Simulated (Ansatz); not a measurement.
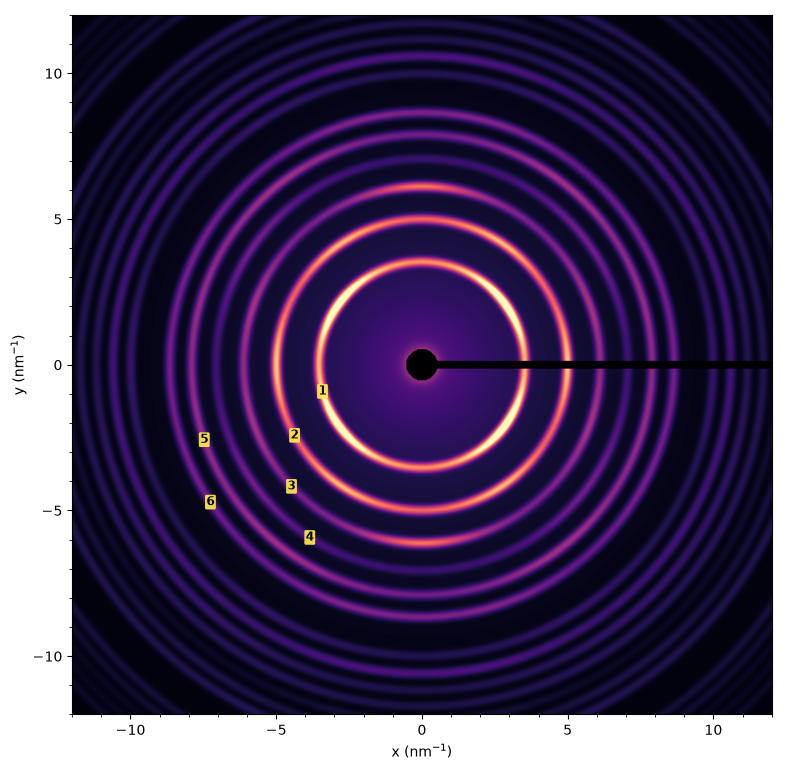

Simulated electron diffraction rings at 200 kV (λ = 0.0251 Å), scale in nm⁻¹ (radius = 1/d), for a sample with fibre texture (March–Dollase model, fibre axis vertical in the picture). Kinematic intensities with B = 1.0 Å² for all atoms, without multiple scattering; brightness goes as intensity to the power 0.5, clipped at the top. Reflections closer than the ring width show as one ring.

The sample is Ga, space group Pm-3m, a = 2.831 Å, b = 2.831 Å, c = 2.831 Å, α = 90.00°, β = 90.00°, γ = 90.00°. It is based on the input geometry of an electronic-structure calculation (not necessarily at equilibrium); the starting structure was generated, so it need not be a known form of this composition.

> Measure the numbered rings and index them.

| ring | radius | d (Å) | hkl |
| --- | --- | --- | --- |
| 1 | 3.53 nm⁻¹ | 2.83 | 100 |
| 2 | 5.00 nm⁻¹ | 2.00 | 110 |
| 3 | 6.12 nm⁻¹ | 1.634 | 111 |
| 4 | 7.06 nm⁻¹ | 1.415 | 200 |
| 5 | 7.90 nm⁻¹ | 1.266 | 210 |
| 6 | 8.65 nm⁻¹ | 1.156 | 211 |

> Which lattice planes lie preferentially normal to the fibre axis?

The (1 1 1) planes: ring 3 is concentrated at the top and bottom of the pattern (March parameter 0.45).
